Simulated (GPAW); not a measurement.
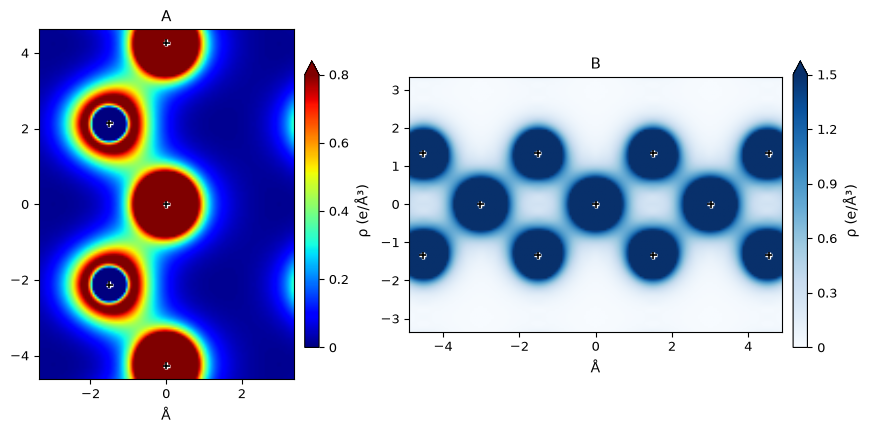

The valence pseudo-density of 2 systems, each on a plane through atoms (crosses mark nuclei in the plane).

These are results of GPAW, Kohn-Sham DFT of a periodic cell, PBE, GPAW PAW data sets (gpaw-data 1.2.1), not measurements.

System 1: InAs, the (011) plane of the conventional cell. Space group F-43m; computed pressure about 4 GPa in this cell.

```yaml
crystal:
  lattice:
    - [6.03600, 0.00000, 0.00000]
    - [0.00000, 0.00000, -6.03600]
    - [0.00000, 6.03600, 0.00000]
  atoms:
    - { symbol: In, position: [0.50000, 0.50000, 0.00000] }
    - { symbol: In, position: [0.00000, 0.50000, 0.50000] }
    - { symbol: In, position: [0.00000, 0.00000, 0.00000] }
    - { symbol: In, position: [0.50000, 0.00000, 0.50000] }
    - { symbol: As, position: [0.75000, 0.75000, 0.25000] }
    - { symbol: As, position: [0.25000, 0.75000, 0.75000] }
    - { symbol: As, position: [0.25000, 0.25000, 0.25000] }
    - { symbol: As, position: [0.75000, 0.25000, 0.75000] }
```

System 2: SnO$_{2}$, the (010) plane of the conventional cell. Space group Pmmm; a generated structure, not necessarily the stable one.

```yaml
crystal:
  lattice:
    - [3.02327, 0.00000, 0.00000]
    - [0.00000, 4.96468, 0.00000]
    - [0.00000, 0.00000, 5.97696]
  atoms:
    - { symbol: Sn, position: [0.50000, 0.50000, 0.00000] }
    - { symbol: O, position: [0.00000, 0.50000, 0.77572] }
    - { symbol: O, position: [0.00000, 0.50000, 0.22428] }
```

### Match each panel to its system.

Panel A is system 1, InAs: the plane holds In and As. In–As (2.61 Å): the density is about 0.42 e/Å³ at the midpoint. Panel B is system 2, SnO$_{2}$: the plane holds Sn and O. Sn–O (2.02 Å): the density is about 0.77 e/Å³ at the midpoint.
